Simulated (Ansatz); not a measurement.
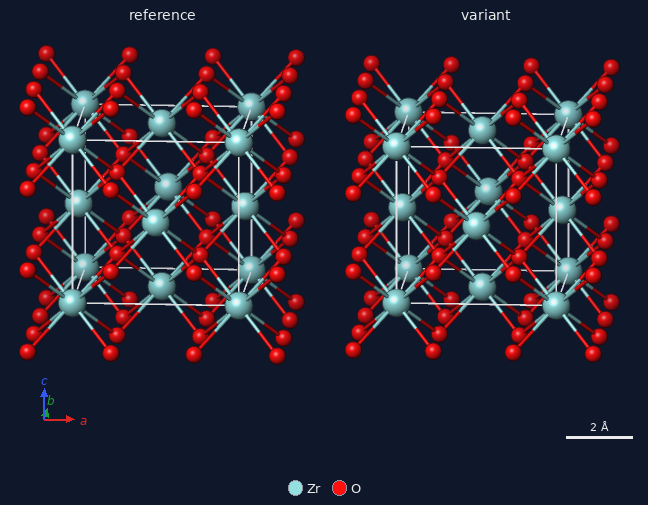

Left: a crystal of ZrO$_{2}$ (set up in Fm-3m). Right: the same structure after one change, at the same scale. A ball-and-stick model of the conventional cell (4 times the calculation's cell), seen from a free direction. Lengths and directions refer to the drawn axes.

Method: DFT r2SCAN, scalar-relativistic, plane waves, PAW in Ansatz 0.2.0. Settings: plane-wave cutoff 500 eV; k-point mesh 8 × 8 × 8; occupations gaussian; smearing width 0.02 eV; no spin polarisation.

The crystal is put under a hydrostatic pressure of 40 GPa. Cell and atoms are relaxed at that pressure.

Q: And its effect?

A: The drawn cell changes as follows: a = b = c 5.089 → 4.888 Å (−4.0 %); the volume changes by −11.4 %. No atom moves by more than 0.005 Å relative to the cell. Among the bonded contacts that change: O–Zr 2.204 → 2.117 Å. The space group stays Fm-3m (No. 225). The energy rises by 141 meV per atom. Pressure: 0.0 GPa before, 40.0 GPa after.
